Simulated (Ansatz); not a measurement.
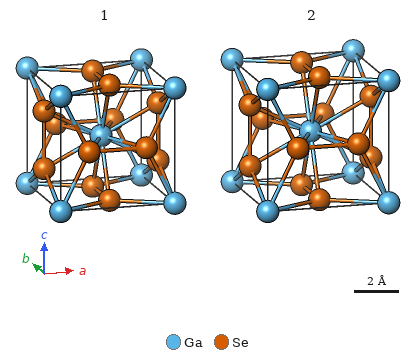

Two geometries of solid GaSe$_{3}$ (built on the A15_223 type) (coarse preliminary run), drawn at one scale. One is the start of a relaxation, the other its converged end. A ball-and-stick model of the cell of the calculation, seen slightly off an axis.

Theory: Ansatz, DFT PBE, scalar-relativistic, plane waves, PAW. Set-up: plane-wave cutoff 420 eV; k-point mesh 4 × 4 × 4; occupations gaussian; smearing width 0.1 eV; no spin polarisation; cell and atoms relaxed; force threshold 0.04 eV/Å; at most 70 steps.

### Which geometry has the lower energy?

Structure 1 is the relaxed one. Case: A15 type (Pm-3n, No. 223). No atom moves by more than 0.005 Å relative to the cell. The volume changes by −16.1 %, with a = b = c 5.837 → 5.506 Å (−5.7 %). Among the contacts that change: Ga–Se 3.263 → 3.078 Å, Se–Se 2.919 → 2.753 Å. The space group stays Pm-3n (No. 223). The energy falls by 0.739 eV per cell of the calculation in 3 accepted moves (4 points after the start). All forces vanish by symmetry, so only the cell relaxes. Pressure: −6.15 GPa at the start and −0.03 GPa at the end. The SCF was repeated once at an unchanged geometry on a basis and grid sized afresh for the cell, which shifted the energy by 3.6 meV per cell of the calculation at most.
